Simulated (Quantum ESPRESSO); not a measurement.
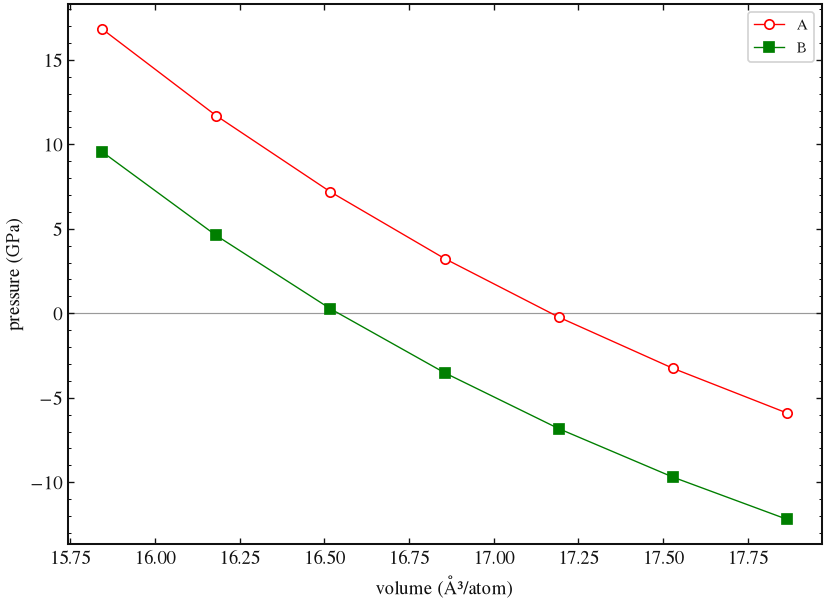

The picture above shows the pressure against volume, with one curve for each functional, for Au (space group Fm-3m). The labels are replaced by letters. In alphabetical order the cases are: LDA; RGE2.

Method: plane-wave DFT, no spin polarisation; energies at scaled volumes of the given cell, shape and fractions fixed, counted from the fit's minimum, third-order Birch-Murnaghan fit (Quantum ESPRESSO 7.5). All runs: no spin polarisation.

k mesh 11×11×11; occupations Fermi–Dirac; smearing width 0.05 eV.

Q: Which letter stands for which functional?

A: A: RGE2; B: LDA.

Keep in mind: potentials made for another functional (RGE2); spin-orbit coupling left out, heavy elements.
